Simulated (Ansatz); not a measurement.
```
CELL_PARAMETERS angstrom
2.73043 0.00000 0.00000
0.00000 2.73043 0.00000
0.00000 0.00000 9.02232
ATOMIC_POSITIONS crystal
Fe 0.50000 0.50000 0.16037
Fe 0.00000 0.00000 0.66037
Fe 0.00000 0.00000 0.33963
Fe 0.50000 0.50000 0.83963
Si 0.00000 0.00000 0.00000
Si 0.50000 0.50000 0.50000
```

Space group I4/mmm; a structure from a database of computed crystals, not necessarily the ambient phase; not relaxed (largest force 0.8 eV/Å); computed pressure about −4 GPa in this cell; spin-polarised.

Level of theory: Ansatz 0.2.0, Kohn-Sham DFT of a periodic cell, r2SCAN, Ansatz PAW.

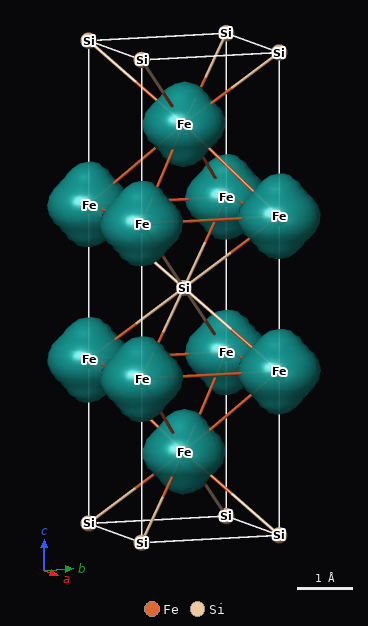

Fe$_{2}$Si. Isosurfaces of the magnetisation density (up minus down) at +0.3 (teal) and −0.3 e/Å³ (pink), seen slightly off an axis. Sticks mark near contacts.

Question: Describe the spin distribution.

Answer: The spin density sits on Fe: +2.1 μB (×4) in one cell of 6 atoms, with smaller moments on other sites: Si (up to −0.12 μB): parallel moments (a ferromagnetic arrangement) in this solution. The cell of the calculation (3 atoms) carries 3.8 μB of net spin moment. Only one sign reaches the isovalue.
